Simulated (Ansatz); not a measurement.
## Zr2CO2 MXene monolayer in a perpendicular field

Wanted: the out-of-plane response of the Zr2CO2 MXene monolayer. A positive field points along +c.

Main program and level: Ansatz 0.2.0; plane-wave DFT, PBE-D3(BJ), Ansatz PAW, in the first sound run; inputs show where later runs differ.

### Step 1. The starting structure

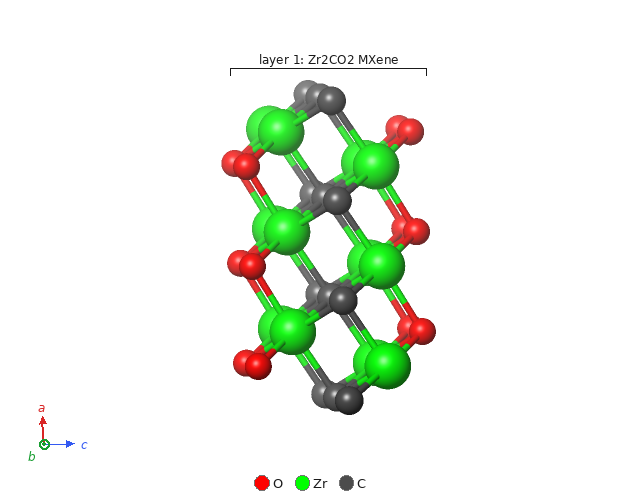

The cell as given, from the side, with the c axis across the page (oxygen red, zirconium green, carbon dark grey). 3×2×1 cells are drawn. Some periodic images of atoms are drawn too.

The cell holds 5 atoms: 2 O, 2 Zr and 1 C. Its edges and angles: a = 3.289 Å, b = 3.289 Å, c = 40.953 Å, α = 90.0°, β = 90.0°, γ = 120.0°. Vacuum lies along c.

### Step 2. Relaxation

The starting cell is a guess, so the in-plane lattice and the atoms are relaxed first, with the slab cut off from its images along the normal.

input.yaml reads:

```yaml
crystal:
  lattice:
    - [3.289, 0.0, 0.0]
    - [-1.6445, 2.848357553, 0.0]
    - [0.0, 0.0, 40.9529467957]
  atoms:
    - { symbol: O, position: [0.3333333333, 0.6666666667, 0.4395288107] }
    - { symbol: Zr, position: [0.6666666667, 0.3333333333, 0.4683111504] }
    - { symbol: C, position: [0.0, 0.0, 0.5] }
    - { symbol: Zr, position: [0.3333333333, 0.6666666667, 0.5316888496] }
    - { symbol: O, position: [0.6666666667, 0.3333333333, 0.5604711893] }
  periodic: [true, true, false]
kpoints:
  mp_grid: { grid: [12, 12, 1] }
hamiltonian:
  xc: pbe
  dispersion: d3bj
scf:
  occupations: { method: fermi_dirac, width: 0.05 }
  convergence: { dr2_threshold: 1.0e-09 }
relax:
  f_tol: 0.004
  max_steps: 90
  cell: {}
output:
  write_potential: true
  write_density: true
  volumetric_format: npy
```

The run is started by

```
$ ansatz run input.yaml --threads 2 --pin off --max-ram 3072MiB --backend cpu --events-out ev --progress --plain --runs-dir out
```

Numbers of over 12 decimals in the logs are rounded to 6 here.

What it wrote:

```text
Warning: relax.cell: scf.convergence.dr2_threshold = 1e-9 eV is looser than the 2.23622978781e-10 eV advised for a relaxation that steers and ends on the stress (1e-10 eV for each atom of the cell: 5, times the square of relax.cell.stress_2d_tol = 0.05 N/m over 15.0 Å (the atoms' height at the walk's start and 5 Å past either face), 3.344e-2 GPa, over a crystal's default 0.05). What an SCF threshold leaves in a stress goes as its square root, and in the free energy as the threshold itself, and one threshold admits the most on a small cell: [figures from the program's tests cut] Set scf.convergence.dr2_threshold to 2.23622978781e-10 eV or tighter. [rest of the remark cut]
Engine: ansatz 0.2.0, x86_64-unknown-linux-gnu
Pseudopotentials: kind: paw
Pseudopotential: O, paw, valence charge 6, recommended cutoff 420 eV (normal), O.paw.azcp
Pseudopotential: Zr, paw, valence charge 12, recommended cutoff 420 eV (normal), Zr.paw.azcp
Pseudopotential: C, paw, valence charge 4, recommended cutoff 420 eV (normal), C.paw.azcp
Functional definition: PBE
  parameter kappa = 0.804
  parameter beta = 0.066725
  exchange = pbe_x(kappa = kappa, mu = beta*pi^2/3)
  correlation = pbe_c(beta = beta)
Crystal: 5 atoms, lattice volume = 383.657 Å³
Basis set: ecut = 420 eV, 7625 PW (Γ), exchange–correlation on 48×48×576 points (8 copies of the dense FFT grid, shifted against one another)
Bands: 25, of which v1, the nominal top of the filled ones, is band 20 counted from 1 (19 counted from 0)
Symmetry: 12 space group operations
Space group: P-3m1 (ITA 164), of the structure as read, at distance tolerance 7.3e-5 Å
k-points: 19 of 144
Non-local potential: O, projectors of the file, l = 0: 2, l = 1: 2, l = 2: 1
Non-local potential: Zr, projectors of the file, l = 0: 3, l = 1: 2, l = 2: 2, l = 3: 2
Non-local potential: C, projectors of the file, l = 0: 2, l = 1: 2, l = 2: 1
PAW form: soft (Blöchl's): semilocal exchange-correlation on the pseudo side does not see the compensation charge
PAW one-centre angular grid: O, 110 points (default); XC on 64 Gauss nodes
PAW one-centre angular grid: Zr, 590 points (default); XC on 64 Gauss nodes
PAW one-centre angular grid: C, 110 points (default); XC on 64 Gauss nodes
Initial density: superposition of atomic densities (neutral atoms: chi_scale 0, normalization atom), corrected by the library's trained network
Initial wavefunctions: pseudopotential atomic-orbital guess
Functional: x = pbe(κ = 0.804, μ = 0.219515), c = pbe(β = 0.066725)
SCF iter   1: F=—  HF=-9759.728690 eV  |F-HF|=—  |Δ(HF+E_count)|=         —  Δρ=2.13e-3  dr2=2.29e-2  ethr=1.77e-3  ⟨swp⟩=11.1  Hψ=3379  notcnv=0
preconditioner: auto → Resta (q_TF=auto, 1.872 Å⁻¹)  ε∞=2.1  [insulator: Δε(μ)=0.760 eV  Ē_g=8.987 eV  σ=0.050 eV  W_gap=1.00  n_scr=24 (ndim 8)  ℏωp=9.3 eV  f_vac=0.805  D(μ)=0.00/eV (n_scr^D=0)  ε∞_Penn≈2.1  vacuum switching on, ρ_ref=5.9e-3 e/Å³]
SCF iter   2: F=—  HF=-9759.725420 eV  |F-HF|=—  |Δ(HF+E_count)|=   3.27e-3  Δρ=1.48e-3  dr2=9.15e-3  ethr=5.72e-5  ⟨swp⟩=3.2  Hψ=1238  notcnv=0  defer=10
SCF iter   3: F=—  HF=-9759.724696 eV  |F-HF|=—  |Δ(HF+E_count)|=   7.24e-4  Δρ=7.95e-4  dr2=3.37e-3  ethr=2.29e-5  ⟨swp⟩=2.9  Hψ=849  notcnv=0  defer=10
SCF iter   4: F=—  HF=-9759.724766 eV  |F-HF|=—  |Δ(HF+E_count)|=   6.93e-5  Δρ=3.33e-4  dr2=4.67e-4  ethr=8.42e-6  ⟨swp⟩=2.6  Hψ=734  notcnv=0  defer=10
SCF iter   5: F=—  HF=-9759.725110 eV  |F-HF|=—  |Δ(HF+E_count)|=   3.45e-4  Δρ=1.09e-4  dr2=4.43e-5  ethr=1.17e-6  ⟨swp⟩=2.9  Hψ=925  notcnv=0  defer=10
SCF iter   6: F=—  HF=-9759.725309 eV  |F-HF|=—  |Δ(HF+E_count)|=   1.99e-4  Δρ=3.05e-5  dr2=4.32e-6  ethr=1.11e-7  ⟨swp⟩=3.3  Hψ=958  notcnv=0  defer=10
SCF iter   7: F=—  HF=-9759.725316 eV  |F-HF|=—  |Δ(HF+E_count)|=   6.70e-6  Δρ=5.25e-6  dr2=1.24e-7  ethr=1.08e-8  ⟨swp⟩=3.5  Hψ=962  notcnv=0  defer=10
SCF iter   8: F=—  HF=-9759.725314 eV  |F-HF|=—  |Δ(HF+E_count)|=   1.76e-6  Δρ=1.19e-6  dr2=6.38e-9  ethr=3.09e-10  ⟨swp⟩=3.4  Hψ=1071  notcnv=0  defer=10
SCF iter   9: F=-9759.725314 eV  HF=-9759.725314 eV  |F-HF|=8.00e-11  |Δ(HF+E_count)|=  6.22e-10  Δρ=1.52e-7  dr2=7.45e-11  ethr=2.50e-12  ⟨swp⟩=13.7  Hψ=4370  notcnv=0
SCF 1 converged in 9 iterations: F = -9759.725314 eV  dr2 = 7.45e-11
  greatest PAW one-centre occupation: 0.995 electrons in one spin orbital (limit 2), on the Zr atom at site 3 (counted from 0), in its partial waves of l = 0
relax step   1: F+E_penalty+E_count = -9759.72531409 eV  Δ(F+E_penalty+E_count) = +0.000e0 eV  max|allowed force component| = 4.909e0 eV/Å  Δτ_max = 0.0000 Å  P = -4.155 N/m  Ω = 383.657 Å³  fix = [c, alpha, beta]  reactions: c -0.000 N/m  (9 SCF iters, accepted)
Crystal: 5 atoms, lattice volume = 383.815 Å³
Initial density: handed on by an earlier stage of this run
Initial wavefunctions: those handed on with the density
iter 1 solved again at ethr=1.96e-3 eV; its pass at ethr=3.10e-3 eV (dr2=7.84e-1 eV) is discarded
SCF iter   1: F=—  HF=-9760.748928 eV  |F-HF|=—  |Δ(HF+E_count)|=         —  Δρ=1.31e-2  dr2=7.90e-1  ethr=1.96e-3  ⟨swp⟩=1.2  Hψ=4453  notcnv=0
preconditioner: auto → Resta (q_TF=auto, 1.872 Å⁻¹)  ε∞=1.9  [insulator: Δε(μ)=0.692 eV  Ē_g=9.571 eV  σ=0.050 eV  W_gap=1.00  n_scr=24 (ndim 8)  ℏωp=9.3 eV  f_vac=0.800  D(μ)=0.00/eV (n_scr^D=0)  ε∞_Penn≈1.9  vacuum switching on, ρ_ref=6.6e-3 e/Å³]
SCF iter   2: F=—  HF=-9760.514146 eV  |F-HF|=—  |Δ(HF+E_count)|=   2.35e-1  Δρ=4.99e-3  dr2=1.46e-1  ethr=1.96e-3  ⟨swp⟩=3.2  Hψ=932  notcnv=0
SCF iter   3: F=—  HF=-9760.501065 eV  |F-HF|=—  |Δ(HF+E_count)|=   1.31e-2  Δρ=4.56e-3  dr2=9.05e-2  ethr=3.64e-4  ⟨swp⟩=4.6  Hψ=1162  notcnv=0  defer=1
SCF iter   4: F=—  HF=-9760.485666 eV  |F-HF|=—  |Δ(HF+E_count)|=   1.54e-2  Δρ=1.18e-3  dr2=3.95e-3  ethr=2.26e-4  ⟨swp⟩=2.8  Hψ=942  notcnv=0
SCF iter   5: F=—  HF=-9760.486623 eV  |F-HF|=—  |Δ(HF+E_count)|=   9.58e-4  Δρ=7.23e-4  dr2=2.10e-3  ethr=9.88e-6  ⟨swp⟩=3.4  Hψ=1153  notcnv=0
SCF iter   6: F=—  HF=-9760.486336 eV  |F-HF|=—  |Δ(HF+E_count)|=   2.87e-4  Δρ=2.26e-4  dr2=1.16e-4  ethr=5.25e-6  ⟨swp⟩=2.7  Hψ=764  notcnv=0
SCF iter   7: F=—  HF=-9760.486344 eV  |F-HF|=—  |Δ(HF+E_count)|=   8.58e-6  Δρ=1.16e-4  dr2=4.41e-5  ethr=2.89e-7  ⟨swp⟩=3.2  Hψ=1084  notcnv=0
SCF iter   8: F=—  HF=-9760.486375 eV  |F-HF|=—  |Δ(HF+E_count)|=   3.07e-5  Δρ=4.02e-5  dr2=4.41e-6  ethr=1.10e-7  ⟨swp⟩=3.0  Hψ=890  notcnv=0
SCF iter   9: F=—  HF=-9760.486367 eV  |F-HF|=—  |Δ(HF+E_count)|=   8.37e-6  Δρ=1.09e-5  dr2=3.95e-7  ethr=1.10e-8  ⟨swp⟩=2.5  Hψ=929  notcnv=0
SCF iter  10: F=—  HF=-9760.486368 eV  |F-HF|=—  |Δ(HF+E_count)|=   9.72e-7  Δρ=7.45e-7  dr2=2.18e-9  ethr=9.89e-10  ⟨swp⟩=3.2  Hψ=878  notcnv=0
[...]
SCF iter   3: F=—  HF=-9760.606246 eV  |F-HF|=—  |Δ(HF+E_count)|=   8.90e-3  Δρ=2.91e-3  dr2=3.38e-2  ethr=2.14e-4  ⟨swp⟩=3.0  Hψ=1097  notcnv=0  defer=2
SCF iter   4: F=—  HF=-9760.602025 eV  |F-HF|=—  |Δ(HF+E_count)|=   4.22e-3  Δρ=6.36e-4  dr2=8.79e-4  ethr=8.46e-5  ⟨swp⟩=2.6  Hψ=832  notcnv=0  defer=2
SCF iter   5: F=—  HF=-9760.602264 eV  |F-HF|=—  |Δ(HF+E_count)|=   2.39e-4  Δρ=2.87e-4  dr2=4.12e-4  ethr=2.20e-6  ⟨swp⟩=3.3  Hψ=1076  notcnv=0  defer=2
SCF iter   6: F=—  HF=-9760.602182 eV  |F-HF|=—  |Δ(HF+E_count)|=   8.26e-5  Δρ=9.01e-5  dr2=1.68e-5  ethr=1.03e-6  ⟨swp⟩=2.7  Hψ=750  notcnv=0  defer=2
SCF iter   7: F=—  HF=-9760.602219 eV  |F-HF|=—  |Δ(HF+E_count)|=   3.67e-5  Δρ=2.16e-5  dr2=1.38e-6  ethr=4.19e-8  ⟨swp⟩=3.6  Hψ=1095  notcnv=0  defer=2
SCF iter   8: F=—  HF=-9760.602212 eV  |F-HF|=—  |Δ(HF+E_count)|=   6.52e-6  Δρ=3.67e-6  dr2=3.79e-8  ethr=3.46e-9  ⟨swp⟩=3.6  Hψ=1045  notcnv=0  defer=2
SCF iter   9: F=—  HF=-9760.602212 eV  |F-HF|=—  |Δ(HF+E_count)|=   3.59e-8  Δρ=9.04e-7  dr2=1.50e-9  ethr=9.46e-11  ⟨swp⟩=3.6  Hψ=1044  notcnv=0  defer=2
SCF iter  10: F=-9760.602212 eV  HF=-9760.602212 eV  |F-HF|=1.58e-10  |Δ(HF+E_count)|=   2.41e-9  Δρ=1.22e-7  dr2=6.25e-11  ethr=2.50e-12  ⟨swp⟩=12.1  Hψ=3854  notcnv=0
SCF 3 converged in 10 iterations: F = -9760.602212 eV  dr2 = 6.25e-11
relax step   3: F+E_penalty+E_count = -9760.60221205 eV  Δ(F+E_penalty+E_count) = -1.158e-1 eV  max|allowed force component| = 3.846e-1 eV/Å  Δτ_max = 0.1440 Å  P = -4.353 N/m  Ω = 397.671 Å³  energy of the carried Pulay correction = -6.430e-3 eV  fix = [c, alpha, beta]  reactions: c -0.000 N/m  (10 SCF iters, accepted)
[...]
relax step   4: F+E_penalty+E_count = -9760.69357705 eV  Δ(F+E_penalty+E_count) = -9.136e-2 eV  max|allowed force component| = 1.160e-1 eV/Å  Δτ_max = 0.0965 Å  P = +0.174 N/m  Ω = 383.231 Å³  energy of the carried Pulay correction = +1.991e-4 eV  fix = [c, alpha, beta]  reactions: c +0.000 N/m  (9 SCF iters, accepted)
[...]
relax step   5: F+E_penalty+E_count = -9760.69415702 eV  Δ(F+E_penalty+E_count) = -5.800e-4 eV  max|allowed force component| = 2.846e-3 eV/Å  Δτ_max = 0.0069 Å  P = +0.066 N/m  Ω = 383.953 Å³  energy of the carried Pulay correction = -1.379e-4 eV  fix = [c, alpha, beta]  reactions: c +0.000 N/m  (8 SCF iters, accepted)
[...]
relax step   6: F+E_penalty+E_count = -9760.69409081 eV  Δ(F+E_penalty+E_count) = +6.621e-5 eV  max|allowed force component| = 6.647e-4 eV/Å  Δτ_max = 0.0008 Å  P = +0.000 N/m  Ω = 384.116 Å³  energy of the carried Pulay correction = -2.140e-4 eV  fix = [c, alpha, beta]  reactions: c +0.000 N/m  (6 SCF iters, accepted)
Initial wavefunctions: pseudopotential atomic-orbital guess (no wavefunctions were taken with the density)
iter 1 solved again at ethr=3.33e-8 eV; its pass at ethr=3.10e-3 eV (dr2=1.33e-5 eV) is discarded
SCF iter   1: F=—  HF=-9760.694149 eV  |F-HF|=—  |Δ(HF+E_count)|=         —  Δρ=1.02e-5  dr2=1.46e-8  ethr=3.33e-8  ⟨swp⟩=7.7  Hψ=5959  notcnv=0
preconditioner: auto → Resta (q_TF=auto, 1.871 Å⁻¹)  ε∞=1.9  [insulator: Δε(μ)=0.950 eV  Ē_g=9.550 eV  σ=0.050 eV  W_gap=1.00  n_scr=24 (ndim 8)  ℏωp=9.3 eV  f_vac=0.810  D(μ)=0.00/eV (n_scr^D=0)  ε∞_Penn≈1.9  vacuum switching on, ρ_ref=6.6e-3 e/Å³]
SCF iter   2: F=—  HF=-9760.694260 eV  |F-HF|=—  |Δ(HF+E_count)|=   1.11e-4  Δρ=5.06e-6  dr2=4.02e-9  ethr=3.65e-11  ⟨swp⟩=4.7  Hψ=1483  notcnv=0
SCF iter   3: F=—  HF=-9760.694317 eV  |F-HF|=—  |Δ(HF+E_count)|=   5.70e-5  Δρ=1.24e-6  dr2=3.15e-9  ethr=1.01e-11  ⟨swp⟩=4.2  Hψ=1042  notcnv=0
SCF iter   4: F=-9760.694323 eV  HF=-9760.694322 eV  |F-HF|=2.87e-7  |Δ(HF+E_count)|=   5.50e-6  Δρ=2.35e-7  dr2=1.64e-10  ethr=2.50e-12  ⟨swp⟩=15.5  Hψ=4631  notcnv=0
SCF 7 converged in 4 iterations: F = -9760.694323 eV  dr2 = 1.64e-10
relax step   7: F+E_penalty+E_count = -9760.69432275 eV  Δ(F+E_penalty+E_count) = -2.319e-4 eV  max|allowed force component| = 7.030e-4 eV/Å  Δτ_max = 0.0000 Å  P = +0.012 N/m  Ω = 384.116 Å³  fix = [c, alpha, beta]  reactions: c +0.000 N/m  stress off target by 1.20e-2 N/m on what of the cell is left free  SCF on the basis re-selected at this cell (its energy is not comparable with the rows above)  (4 SCF iters)
basis re-selected at this cell: Δ(F+E_penalty+E_count) = -2.319e-4 eV, ΔP = +0.012 N/m vs the last step (what re-selecting the basis moved, of the pressure what is left beyond the Pulay correction that the steps carried, after the strain that the cell walked since its last selection, with what the two solves' SCF thresholds leave and, on support functions, any second-order correction that the steps lacked; it is no m [...]
WARN: The output density's exchange-correlation potential varies sharply where the density is thin. Do not read a vacuum level from v_tot or v_xc, or from such a field of the output density. On a cell that repeats whose density bears no net charge and no dipole along the vacuum's axis use v_es (v_loc + v_h of the components); under efield.dipole_correction with no amplitude use v_es + v_field, which holds any externa [...]
SCF converged after 4 iterations
Free energy (F): -9760.694323 eV
Harris-Foulkes:  -9760.694322 eV  (|F-HF|=2.87e-7)
Internal energy: -9760.694319 eV  (E = F + TS)
E sigma→0 (E₀):  -9760.694321 eV
Entropy (-TS):   -0.000004 eV (-0.001 meV/atom)
Fermi energy:    -4.929073 eV
--- Per-component energies (eV) ---
  E_band       = -884.289435
  E_kinetic    = 1108.997893
  E_local      = -129180.283395  (includes V_loc(G=0)·N_el)
  E_nonlocal   = 275.555925
  E_hartree    = 63890.438111
  E_xc         = -522.611373
  E_vxc        = -634.398192  (∫ρ·V_xc dr)
  E_paw        = -6320.558621  (= ΣΔE_a)
  E_vpaw       = -235.043781  (= ΣTr[D̂ρ^β])
  E_aug_tail   = 0.004967  (compensation charges beyond the density's cutoff)
  E_ewald      = 60988.814971
  E_disp       = -1.052798  (pairwise vdW)
  E_smearing   = -0.000004  (= −TS)
  E_closure    = -0.000000  (closes the sum)
  Σ components = -9760.694323   (vs F -9760.694323, Δ=0.00e0)
--- Forces (eV/Å), atoms counted from 1 ---
  atom   1  O      0.00000000     0.00000000    -0.00007733
  atom   2  Zr     0.00000000     0.00000000    -0.00070299
  atom   3  C     -0.00000000    -0.00000000     0.00000000
  atom   4  Zr     0.00000000    -0.00000000     0.00070299
  atom   5  O     -0.00000000    -0.00000000     0.00007733
  max |Σ_I F_I| component: 9.25e-18 eV/Å
--- 2D stress c σ (N/m, compression-positive) ---
        0.012030       0.000000       0.000000
        0.000000       0.012030       0.000000
        0.000000       0.000000       0.000000
  P = ½ c Tr σ = 0.0120 N/m
--- Band table (eV; the first three rows and the last of 19) ---
  k-point 0: bands = [... 16 lower, -9.5416, -6.5698, -5.3792, -5.3792, -3.5129, -3.5129, -3.0907, -2.0911, ... 1 higher]
  k-point 1: bands = [... 16 lower, -9.4290, -6.4448, -5.9210, -5.6368, -3.5233, -3.1921, -2.9866, -2.0514, ... 1 higher]
  k-point 2: bands = [... 16 lower, -9.1912, -6.9147, -6.2855, -6.0677, -3.8435, -2.6631, -2.5442, -1.7993, ... 1 higher]
  k-point 18: bands = [... 16 lower, -9.0088, -7.6591, -7.6332, -7.6332, -3.2063, -2.2778, -2.2778, -1.4564, ... 1 higher]
  the weakly bound empty levels are not read free of the cell's end (no_gap_told)
--- Relaxed structure (6 steps of the walk, 6 accepted, 1 SCFs on fresh bases) ---
  F+E_penalty+E_count = -9760.69432275 eV   max|allowed force component| = 7.030e-4 eV/Å   (the final SCF, on the basis selected at the relaxed cell)
  cell:  # Å, volume = 384.1156 Å³
    - [3.290964, 0.0, 0]
    - [-1.645482, 2.850058, 0]
    - [0, 0, 40.9529467957]
  atoms:
    - { symbol: O, position: [0.333333, 0.666667, 0.443375] }
    - { symbol: Zr, position: [0.666667, 0.333333, 0.465950] }
    - { symbol: C, position: [0, 0, 0.500000] }
    - { symbol: Zr, position: [0.333333, 0.666667, 0.534050] }
    - { symbol: O, position: [0.666667, 0.333333, 0.556625] }
```

The job ended after 32 s (2 threads of Intel Xeon 6975P-C (Granite Rapids), shared host; peak memory 0.76 GiB).

Step by step:

| step | energy less that of the first step (eV) | largest force component (eV/Å) | volume (Å³) |
| --- | --- | --- | --- |
| 1 | 0.0000 | 4.9089 | 383.66 |
| 2 | -0.7611 | 2.2770 | 383.81 |
| 3 | -0.8769 | 0.3846 | 397.67 |
| 4 | -0.9683 | 0.1160 | 383.23 |
| 5 | -0.9688 | 0.0028 | 383.95 |
| 6 | -0.9688 | 0.0007 | 384.12 |
| 7* | -0.9690 | 0.0007 | 384.12 |

Relaxation steps marked * repeat the geometry before them on a plane-wave basis chosen anew for their cell, so energy and pressure can jump there.

The run keeps the 12 symmetry operations that it works with, so distortions that break them were not tested.

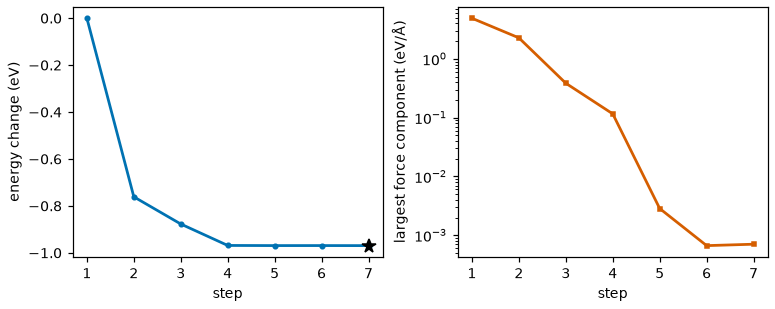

Energy and largest force along the relaxation. Stars mark steps on a basis chosen anew.

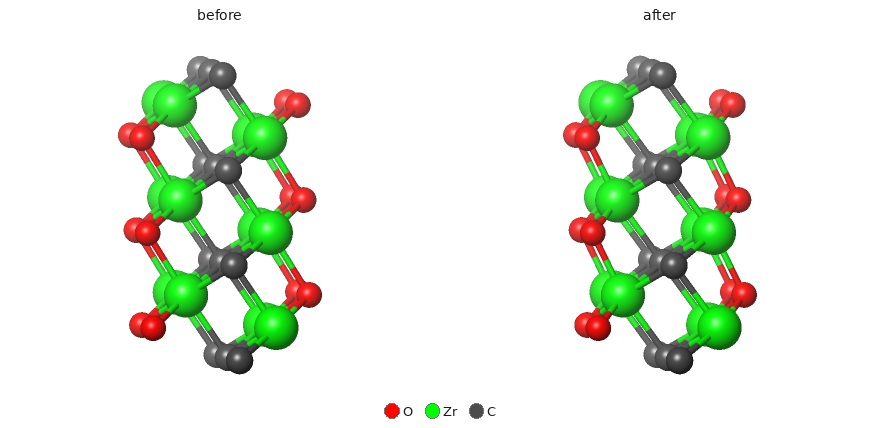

The structure before and after the relaxation, drawn at the same scale.

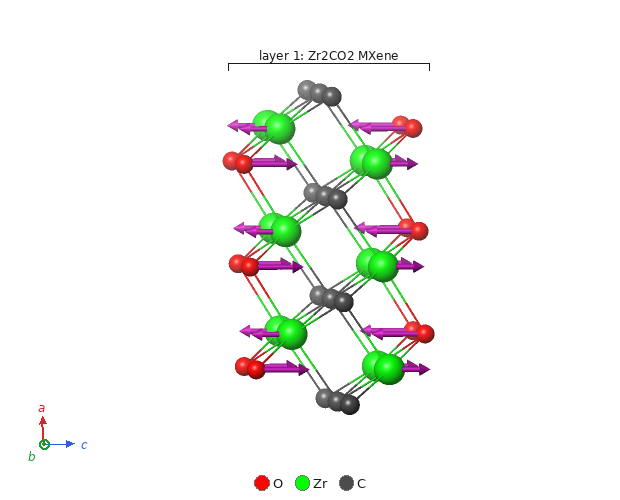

Displacements in the relaxation, exaggerated, measured against the changing cell; the longest in the cell stands for 0.16 Å. 3×2×1 cells are drawn. Some periodic images of atoms are drawn too.

| cell as run | before | after | change |
| --- | --- | --- | --- |
| a (Å) | 3.289 | 3.291 | +0.1 % |
| b (Å) | 3.289 | 3.291 | +0.1 % |

The atoms that moved most (Å, along periodic axes as changes of fractional coordinates times the final cell, across vacuum about the mean position):

| atom | dx | dy | dz | length |
| --- | --- | --- | --- | --- |
| O5 | 0.000 | 0.000 | -0.157 | 0.157 |
| O1 | 0.000 | 0.000 | 0.157 | 0.157 |
| Zr4 | 0.000 | 0.000 | 0.097 | 0.097 |
| Zr2 | 0.000 | 0.000 | -0.097 | 0.097 |

The relaxed structure:

```xyz
5
Lattice="3.2910 0.0000 0.0000 -1.6455 2.8501 0.0000 0.0000 0.0000 40.9529" Properties=species:S:1:pos:R:3
O     0.0000    1.9000   18.1575
Zr    1.6455    0.9500   19.0820
C     0.0000    0.0000   20.4765
Zr    0.0000    1.9000   21.8709
O     1.6455    0.9500   22.7955
```

The lattice constant a goes from 3.289 to 3.291 Å.

[end of part 1 of 3]

[Logs are printed without paths, hosts, clocks, repeated set-up lines and the standing remarks that a program may print on its own settings, such as how far it seeks lower states.]

[Hosts, paths, dates, database ids (printed as entryN), source tags and the programs' standing remarks are cut or masked in the printed files.]

[Maps of the electrostatic potential energy from Ansatz leave out the sawtooth potential of an applied field or a dipole correction, so their vacuum need not be flat; planar profiles and work functions include it.]
